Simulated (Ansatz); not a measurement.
System SnO₂ (space group P4_2/mnm, No. 136); source of the atomic positions: a calculation's input that goes back to an entry of the Crystallography Open Database (an earlier step may have relaxed or displaced it).

```
Sn O
1.0
     4.73735    0.00000    0.00000
     0.00000    4.73735    0.00000
     0.00000    0.00000    3.18640
Sn O
2 4
Direct
  0.50000 0.50000 0.50000
  0.00000 0.00000 0.00000
  0.80562 0.80562 0.50000
  0.69438 0.30562 0.00000
  0.19438 0.19438 0.50000
  0.30562 0.69438 0.00000
```

Describe how the polyhedra about Sn are linked (bonds: O–Sn below 2.3 Å).

Sn: SnO6 octahedron, sharing corners with eight neighbours and edges with two neighbours.

They form a three-dimensional framework of corner- and edge-sharing octahedra.

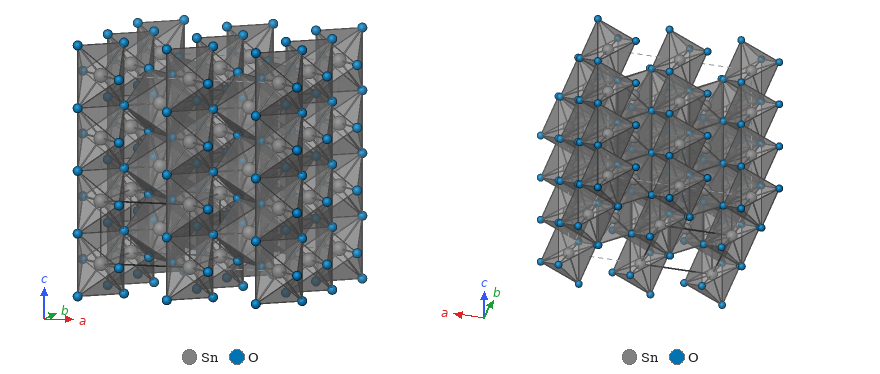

Polyhedra are drawn about Sn (bonds: O–Sn below 2.3 Å); other atoms are plain spheres. Two views of the same piece.
